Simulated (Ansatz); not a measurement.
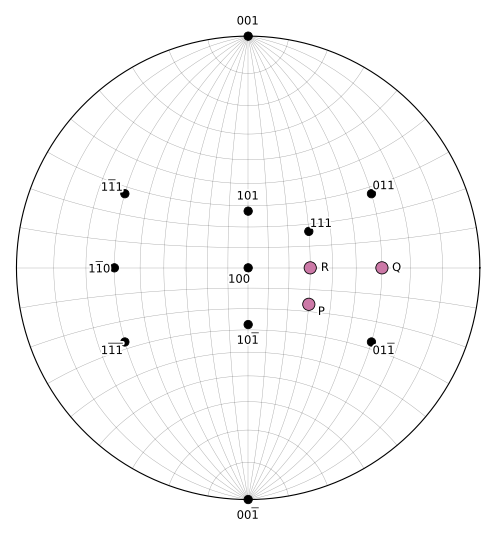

For Al, coordinates from a relaxation at fixed volume with DFT PBE, spin-orbit coupling, plane waves, PAW in Ansatz 0.2.0; the starting structure was generated, so it need not be a known form of this composition: stereographic projection of plane normals (upper hemisphere) centred on (1 0 0). The drawing is computed from the coordinates (standard cell, symmetry found to 0.002 Å).

a = 2.849 Å, b = 2.849 Å, c = 4.739 Å, α = 90.00°, β = 90.00°, γ = 120.00°.

Index the poles marked P, Q, R.

P is (1 1 −1), in four indices (1 1 −2 −1), 34.0° from the centre; Q is (0 1 0), in four indices (0 1 −1 0), 60.0° from the centre; R is (1 1 0), in four indices (1 1 −2 0), 30.0° from the centre.

What is the angle between the normals of (1 0 −1) and (0 0 −1), and what are their d_hkl = 1/|g|?

62.5°; d = 2.189 Å and 4.739 Å.
